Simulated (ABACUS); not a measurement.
# Band-structure run, with input and output: GaN

System: GaN (2 atoms in the cell).
Method: Kohn-Sham DFT of a periodic cell, PBE, Ansatz NC PBE, no spin polarisation (ABACUS 3.10.1).

The structure derives from a Materials Project entry. It belongs to a series of runs on one base structure; here: bands on the converged density.

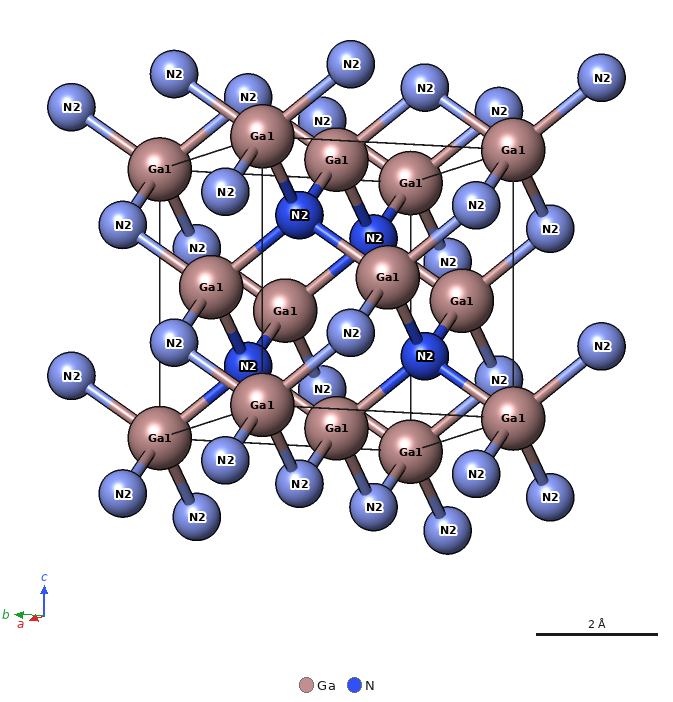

Fig. 1: The structure as given in the input (ball-and-stick view of the cell 4 times as large as that of the calculation, set on its symmetry axes, seen at an oblique angle; neighbours outside the cell are drawn fainter; atoms are numbered from 1 in the order of the input). Near neighbours in the crystal (not all of them lie inside the picture): Ga has 4 N at 1.95 Å; N has 4 Ga at 1.95 Å.

Key numbers

- outcome: converged
- space group (tolerance 0.01 Å): F-43m (216)
- electrons treated: 18
- Fermi energy of the self-consistent step: 11.488 eV
- gap on the band path: 1.74 eV
- hardware: 4 threads of Intel Xeon @ 2.50GHz (Skylake/Cascade Lake), 16 GiB of memory available, shared host
- wall time: 24 s (CPU time 96 s)
- peak memory: 0.36 GiB

Input file
```
INPUT_PARAMETERS
suffix              GaN
calculation         nscf
basis_type          pw
pseudo_dir          ./
symmetry            -1
dft_functional      pbe
ecutwfc             92.0
pseudo_rcut         10
nspin               1
nbands              19
ks_solver           dav
smearing_method     fd
smearing_sigma      0.00367493
scf_thr             1e-08
scf_nmax            100
mixing_type         broyden
mixing_beta         0.7
init_chg            file
pw_diag_thr         1e-07
out_band            1
kpar                4
```

File STRU
```
ATOMIC_SPECIES
Ga 69.7230 Ga.upf
N 14.0070 N.upf

LATTICE_CONSTANT
1.8897261246

LATTICE_VECTORS
-2.2535006075 0.0000000000 2.2535006075
0.0000000000 2.2535006075 2.2535006075
-2.2535006075 2.2535006075 0.0000000000

ATOMIC_POSITIONS
Direct

Ga
0.0
1
0.0000000000 0.0000000000 0.0000000000 1 1 1

N
0.0
1
0.7500000000 0.7500000000 0.7500000000 1 1 1
```

File KPT
```
K_POINTS
12
Line
0.00000000 0.00000000 0.00000000 10 // G
0.50000000 0.00000000 0.50000000 10 // X
0.50000000 0.25000000 0.75000000 10 // W
0.37500000 0.37500000 0.75000000 10 // K
0.00000000 0.00000000 0.00000000 10 // G
0.50000000 0.50000000 0.50000000 10 // L
0.62500000 0.25000000 0.62500000 10 // U
0.50000000 0.25000000 0.75000000 10 // W
0.50000000 0.50000000 0.50000000 10 // L
0.37500000 0.37500000 0.75000000 1 // K
0.62500000 0.25000000 0.62500000 10 // U
0.50000000 0.00000000 0.50000000 1 // X
```

Run as:
```bash
OMP_NUM_THREADS=1 mpirun -np 4 abacus > log
```

The program's output
```
ABACUS v3.10.1

               Atomic-orbital Based Ab-initio Computation at UStc

 ------------------------------------------------------------------------------------

 READING GENERAL INFORMATION
                           global_out_dir = OUT.GaN/
                           global_in_card = INPUT
                               pseudo_dir = ./
                              orbital_dir =
                                    DSIZE = 4
                                    GSIZE = 1

 READING UNITCELL INFORMATION
                                    ntype = 2
                  lattice constant (Bohr) = 1.88973
              lattice constant (Angstrom) = 1

 READING ATOM TYPE 1
                               atom label = Ga
                      L=0, number of zeta = 1
                      L=1, number of zeta = 1
                      L=2, number of zeta = 1
             number of atom for this type = 1

 READING ATOM TYPE 2
                               atom label = N
                      L=0, number of zeta = 1
                      L=1, number of zeta = 1
                      L=2, number of zeta = 1
             number of atom for this type = 1

                        TOTAL ATOM NUMBER = 2
DIRECT COORDINATES
    atom                   x                   y                   z     mag                  vx                  vy                  vz
taud_Ga1            0.0000000000        0.0000000000        0.0000000000  0.0000        0.0000000000        0.0000000000        0.0000000000
taud_N1            0.7500000000        0.7500000000        0.7500000000  0.0000        0.0000000000        0.0000000000        0.0000000000

                          Volume (Bohr^3) = 154.454
                             Volume (A^3) = 22.8877

 Lattice vectors: (Cartesian coordinate: in unit of a_0)
              -2.2535                  +0             +2.2535
                   +0             +2.2535             +2.2535
              -2.2535             +2.2535                  +0
 Reciprocal vectors: (Cartesian coordinate: in unit of 2 pi/a_0)
            -0.221877           -0.221877           +0.221877
            +0.221877           +0.221877           +0.221877
            -0.221877           +0.221877           -0.221877
 The esolver type has been set to : ksdft_pw

                PAO radial cut off (Bohr) = 10

 Read in pseudopotential file is Ga.upf
                     pseudopotential type = NC
          exchange-correlation functional = PBE
                 nonlocal core correction = 1
                        valence electrons = 13
                                     lmax = 2
                           number of zeta = 3
                     number of projectors = 6
                           L of projector = 0
                           L of projector = 0
                           L of projector = 1
                           L of projector = 1
                           L of projector = 2
                           L of projector = 2
                PAO radial cut off (Bohr) = 10

 Read in pseudopotential file is N.upf
                     pseudopotential type = NC
          exchange-correlation functional = PBE
                 nonlocal core correction = 1
                        valence electrons = 5
                                     lmax = 1
                           number of zeta = 2
                     number of projectors = 4
                           L of projector = 0
                           L of projector = 0
                           L of projector = 1
                           L of projector = 1
     initial pseudo atomic orbital number = 13

 SETUP THE ELECTRONS NUMBER
            electron number of element Ga = 13
      total electron number of element Ga = 13
             electron number of element N = 5
       total electron number of element N = 5
            AUTOSET number of electrons:  = 18
                           occupied bands = 9
                                   NBANDS = 19
                                   NLOCAL = 18

%%%%%%%%%%%%%%%%%%%%%%%%%%%%%%%%%%%%%%%%%%%%%%%%%%%%%%%%%%%%%%%%%%%%%%%%%%%%%%%%%%%%%%%%%%%%%%%%%%%%%%%%%%
 Warning: the number of valence electrons in pseudopotential > 3 for Ga: [Ar] 3d10 4s2 4p1
 Pseudopotentials with additional electrons can yield (more) accurate outcomes, but may be less efficient.
 If you're confident that your chosen pseudopotential is appropriate, you can safely ignore this warning.
%%%%%%%%%%%%%%%%%%%%%%%%%%%%%%%%%%%%%%%%%%%%%%%%%%%%%%%%%%%%%%%%%%%%%%%%%%%%%%%%%%%%%%%%%%%%%%%%%%%%%%%%%%

 SETUP THE PLANE WAVE BASIS
 energy cutoff for charge/potential (unit:Ry) = 368
            fft grid for charge/potential = [ 40, 40, 40 ]
                        fft grid division = [ 1, 1, 1 ]
        big fft grid for charge/potential = [ 40, 40, 40 ]
                                     nbxx = 64000
                                     nrxx = 64000

 SETUP PLANE WAVES FOR CHARGE/POTENTIAL
                    number of plane waves = 18499
                         number of sticks = 925

 PARALLEL PW FOR CHARGE/POTENTIAL
     PROC   COLUMNS(POT)             PW
        1            925          18499
 --------------- sum -------------------
        1            925          18499
                            number of |g| = 228
                                  max |g| = 33.2791
                                  min |g| = 0

----------- Double Check Mixing Parameters Begin ------------
mixing_type: broyden
mixing_beta: 0.7
mixing_gg0: 1
mixing_gg0_min: 0.1
mixing_ndim: 8
----------- Double Check Mixing Parameters End ------------

 SETUP K-POINTS
                                    nspin = 1
                                   nkstot = 102
K-POINTS DIRECT COORDINATES
 KPOINTS    DIRECT_X    DIRECT_Y    DIRECT_Z  WEIGHT
       1  0.00000000  0.00000000  0.00000000  1.0000
       2  0.05000000  0.00000000  0.05000000  1.0000
       3  0.10000000  0.00000000  0.10000000  1.0000
       4  0.15000000  0.00000000  0.15000000  1.0000
       5  0.20000000  0.00000000  0.20000000  1.0000
       6  0.25000000  0.00000000  0.25000000  1.0000
       7  0.30000000  0.00000000  0.30000000  1.0000
       8  0.35000000  0.00000000  0.35000000  1.0000
       9  0.40000000  0.00000000  0.40000000  1.0000
      10  0.45000000  0.00000000  0.45000000  1.0000
      11  0.50000000  0.00000000  0.50000000  1.0000
      12  0.50000000  0.02500000  0.52500000  1.0000
      13  0.50000000  0.05000000  0.55000000  1.0000
      14  0.50000000  0.07500000  0.57500000  1.0000
      15  0.50000000  0.10000000  0.60000000  1.0000
      16  0.50000000  0.12500000  0.62500000  1.0000
      17  0.50000000  0.15000000  0.65000000  1.0000
      18  0.50000000  0.17500000  0.67500000  1.0000
      19  0.50000000  0.20000000  0.70000000  1.0000
      20  0.50000000  0.22500000  0.72500000  1.0000
      21  0.50000000  0.25000000  0.75000000  1.0000
      22  0.48750000  0.26250000  0.75000000  1.0000
      23  0.47500000  0.27500000  0.75000000  1.0000
      24  0.46250000  0.28750000  0.75000000  1.0000
      25  0.45000000  0.30000000  0.75000000  1.0000
      26  0.43750000  0.31250000  0.75000000  1.0000
      27  0.42500000  0.32500000  0.75000000  1.0000
      28  0.41250000  0.33750000  0.75000000  1.0000
      29  0.40000000  0.35000000  0.75000000  1.0000
      30  0.38750000  0.36250000  0.75000000  1.0000
[... 72 further k points ...]

           k-point number in this process = 26
       minimum distributed K point number = 25

[... K-POINTS CARTESIAN COORDINATES: 26 rows ...]

[... K-POINTS DIRECT COORDINATES: 26 rows ...]

 SETUP PLANE WAVES FOR WAVE FUNCTIONS
     energy cutoff for wavefunc (unit:Ry) = 92
              fft grid for wave functions = [ 40, 40, 40 ]
                    number of plane waves = 2891
                         number of sticks = 265

 PARALLEL PW FOR WAVE FUNCTIONS
     PROC   COLUMNS(POT)             PW
        1            265           2891
 --------------- sum -------------------
        1            265           2891

 SETUP NONLOCAL PSEUDOPOTENTIALS IN PLANE WAVE BASIS
 Ga non-local projectors:
 projector 1 L=0
 projector 2 L=0
 projector 3 L=1
 projector 4 L=1
 projector 5 L=2
 projector 6 L=2
 N non-local projectors:
 projector 1 L=0
 projector 2 L=0
 projector 3 L=1
 projector 4 L=1
      TOTAL NUMBER OF NONLOCAL PROJECTORS = 26

 Init Non-Local PseudoPotential table :
 Init Non-Local-Pseudopotential done.

                                     npwx = 2313

 Make real space PAO into reciprocal space.
       max mesh points in Pseudopotential = 1001
     dq(describe PAO in reciprocal space) = 0.01
                                    max q = 1155

 number of pseudo atomic orbitals for Ga is 3
WARNING: norm of atomic wavefunction # 2 of atomic type Ga is 0.999997, renormalized
WARNING: norm of atomic wavefunction # 3 of atomic type Ga is 0.998668, renormalized

 number of pseudo atomic orbitals for N is 2
WARNING: norm of atomic wavefunction # 2 of atomic type N is 0.999999, renormalized

 -------------------------------------------
 NONSELF-CONSISTENT
 -------------------------------------------
                                 init_chg = file
 try to read charge from file
 Read in the charge density: OUT.GaN//GaN-CHARGE-DENSITY.restart

 PW ALGORITHM --------------- ION=   1  ELEC=   1--------------------------------
 k(1/102) Iter steps (avg)=10 threshold=1e-07
 k(2/102) Iter steps (avg)=13 threshold=1e-07
 k(3/102) Iter steps (avg)=11 threshold=1e-07
 k(4/102) Iter steps (avg)=10 threshold=1e-07
 k(5/102) Iter steps (avg)=10 threshold=1e-07
 k(6/102) Iter steps (avg)=10 threshold=1e-07
 k(7/102) Iter steps (avg)=15 threshold=1e-07
 k(8/102) Iter steps (avg)=18 threshold=1e-07
 k(9/102) Iter steps (avg)=19 threshold=1e-07
 k(10/102) Iter steps (avg)=18 threshold=1e-07
 k(11/102) Iter steps (avg)=16 threshold=1e-07
 k(12/102) Iter steps (avg)=16 threshold=1e-07
 k(13/102) Iter steps (avg)=18 threshold=1e-07
 k(14/102) Iter steps (avg)=19 threshold=1e-07
 k(15/102) Iter steps (avg)=23 threshold=1e-07
 k(16/102) Iter steps (avg)=23 threshold=1e-07
 k(17/102) Iter steps (avg)=19 threshold=1e-07
 k(18/102) Iter steps (avg)=23 threshold=1e-07
 k(19/102) Iter steps (avg)=25 threshold=1e-07
 k(20/102) Iter steps (avg)=20 threshold=1e-07
 k(21/102) Iter steps (avg)=21 threshold=1e-07
 k(22/102) Iter steps (avg)=25 threshold=1e-07
 k(23/102) Iter steps (avg)=19 threshold=1e-07
 k(24/102) Iter steps (avg)=19 threshold=1e-07
 k(25/102) Iter steps (avg)=19 threshold=1e-07
 k(26/102) Iter steps (avg)=17 threshold=1e-07
[... levels at 26 k points of this process ...]

 Density error is 0.00000000000
                          Error Threshold = 1.00000000000e-07
----------------------------------------------------------
     Energy           Rydberg                 eV
----------------------------------------------------------
 E_KohnSham     -174.6831538703      -2376.6862372462
 E_KS(sigma->0) -174.6831538701      -2376.6862372440
 E_Harris       -174.6831538703      -2376.6862372462
 E_band         0.7425794474         10.1033117018
 E_one_elec     -52.6180863810       -715.9057926373
 E_Hartree      43.7126112640        594.7405876488
 E_xc           -49.1033616367       -668.0855092139
 E_Ewald        -116.6743171162      -1587.4355230394
 E_entropy(-TS) -0.0000000003        -0.0000000044
 E_descf        0.0000000000         0.0000000000
 E_exx          0.0000000000         0.0000000000
 E_Fermi        0.8452776766         11.5005927946
----------------------------------------------------------

 charge density convergence is achieved
 final etot is -2376.6862372 eV
 EFERMI = 11.500592795 eV

 STATE ENERGY(eV) AND OCCUPATIONS    NSPIN == 1
 1/26 kpoint (Cartesian) = 0.0000 0.0000 0.0000 (2277 pws)
       1       -5.33347      0.0196078
       2       -2.97968      0.0196078
       3       -2.97968      0.0196078
       4       -2.97968      0.0196078
       5       -2.67312      0.0196078
       6       -2.67312      0.0196078
       7        10.5950      0.0196078
       8        10.5950      0.0196078
       9        10.5950      0.0196078
      10        12.3329    1.15561e-09
      11        20.9020    4.29312e-84
      12        20.9020    4.29312e-84
      13        20.9020    4.29312e-84
      14        28.1925        0.00000
      15        29.3932        0.00000
      16        29.3932        0.00000
      17        29.3932        0.00000
      18        30.2977        0.00000
      19        30.2977        0.00000

 2/26 kpoint (Cartesian) = -0.022188 0.0000 0.0000 (2277 pws)
       1       -5.29644      0.0196078
       2       -2.97324      0.0196078
       3       -2.97324      0.0196078
       4       -2.97059      0.0196078
       5       -2.67597      0.0196078
       6       -2.67128      0.0196078
       7        10.2196      0.0196078
       8        10.5124      0.0196078
       9        10.5124      0.0196078
      10        12.7202    5.00357e-13
      11        20.6648    4.93421e-82
      12        20.9862    7.96395e-85
      13        20.9862    7.96395e-85
      14        27.7764        0.00000
      15        28.6661        0.00000
      16        29.5672        0.00000
      17        29.5672        0.00000
      18        30.3572        0.00000
      19        31.3595        0.00000

 3/26 kpoint (Cartesian) = -0.044375 0.0000 0.0000 (2305 pws)
       1       -5.19023      0.0196078
       2       -2.95435      0.0196078
       3       -2.95435      0.0196078
       4       -2.94057      0.0196078
       5       -2.68283      0.0196078
       6       -2.66594      0.0196078
       7        9.50151      0.0196078
       8        10.2798      0.0196078
       9        10.2798      0.0196078
      10        13.4597    1.88909e-19
      11        20.0676    7.59632e-77
      12        21.2276    6.37884e-87
      13        21.2276    6.37884e-87
      14        25.9830        0.00000
      15        29.5991        0.00000
      16        30.0829        0.00000
      17        30.0829        0.00000
      18        30.5359        0.00000
      19        32.0244        0.00000

 4/26 kpoint (Cartesian) = -0.066563 0.0000 0.0000 (2297 pws)
       1       -5.03023      0.0196078
       2       -2.92430      0.0196078
       3       -2.92430      0.0196078
       4       -2.88505      0.0196078
       5       -2.68445      0.0196078
       6       -2.65761      0.0196078
       7        8.72158      0.0196078
       8        9.93640      0.0196078
       9        9.93640      0.0196078
      10        14.2233    4.39636e-26
      11        19.3139    2.67466e-70
      12        21.5979        0.00000
      13        21.5979        0.00000
      14        24.3665        0.00000
      15        30.8339        0.00000
      16        30.9231        0.00000
      17        30.9231        0.00000
      18        30.9372        0.00000
      19        32.5037        0.00000

 5/26 kpoint (Cartesian) = -0.088751 0.0000 0.0000 (2285 pws)
       1       -4.84297      0.0196078
       2       -2.88528      0.0196078
       3       -2.88528      0.0196078
       4       -2.82612      0.0196078
       5       -2.64712      0.0196078
       6       -2.63582      0.0196078
       7        7.93858      0.0196078
       8        9.53107      0.0196078
       9        9.53107      0.0196078
      10        14.8556    1.41549e-31
      11        18.5712    7.55410e-64
      12        22.0630        0.00000
      13        22.0630        0.00000
      14        23.0771        0.00000
      15        31.2512        0.00000
      16        32.0599        0.00000
      17        32.0599        0.00000
      18        32.2183        0.00000
      19        33.2830        0.00000

 6/26 kpoint (Cartesian) = -0.11094 0.0000 0.0000 (2293 pws)
       1       -4.66252      0.0196078
       2       -2.84045      0.0196078
       3       -2.84045      0.0196078
       4       -2.81763      0.0196078
       5       -2.63548      0.0196078
       6       -2.45661      0.0196078
       7        7.16645      0.0196078
       8        9.11066      0.0196078
       9        9.11066      0.0196078
      10        15.1817    2.08346e-34
      11        17.9962    7.44836e-59
      12        22.2012        0.00000
      13        22.5887        0.00000
      14        22.5887        0.00000
      15        31.7865        0.00000
      16        32.8023        0.00000
      17        33.4554        0.00000
      18        33.4554        0.00000
      19        34.8708        0.00000

[... levels at 20 further k points ...]

 --------------------------------------------
 !FINAL_ETOT_IS -2376.686237246216 eV
 --------------------------------------------

 Output bands in file: OUT.GaN/BANDS_1.dat
```

Standard output
```
ABACUS v3.10.1

               Atomic-orbital Based Ab-initio Computation at UStc

%%%%%%%%%%%%%%%%%%%%%%%%%%%%%%%%%%%%%%%%%%%%%%%%%%%%%%%%%%%%%%%%%%%%%%%%%%%%%%%%%%%%%%%%%%%%%%%%%%%%%%%%%
 Warning: the number of valence electrons in pseudopotential > 3 for Ga: [Ar] 3d10 4s2 4p1
 Pseudopotentials with additional electrons can yield (more) accurate outcomes, but may be less efficient.
 If you're confident that your chosen pseudopotential is appropriate, you can safely ignore this warning.
%%%%%%%%%%%%%%%%%%%%%%%%%%%%%%%%%%%%%%%%%%%%%%%%%%%%%%%%%%%%%%%%%%%%%%%%%%%%%%%%%%%%%%%%%%%%%%%%%%%%%%%%%

 UNIFORM GRID DIM        : 40 * 40 * 40
 UNIFORM GRID DIM(BIG)   : 40 * 40 * 40
 ---------------------------------------------------------
 ---------------------------------------------------------
 SPIN    KPOINTS         PROCESSORS  THREADS
 1       102             4           4
 ---------------------------------------------------------
 Use plane wave basis
 ---------------------------------------------------------
 ELEMENT NATOM       XC
 Ga      1
 N       1
 ---------------------------------------------------------
 Initial plane wave basis and FFT box
 ---------------------------------------------------------
 -------------------------------------------
 NONSELF-CONSISTENT :
 -------------------------------------------
 START CHARGE      : file
 ITER       ETOT/eV          EDIFF/eV         DRHO     TIME/s
 DA1     -2.37668624e+03   0.00000000e+00   0.0000e+00  23.10
```
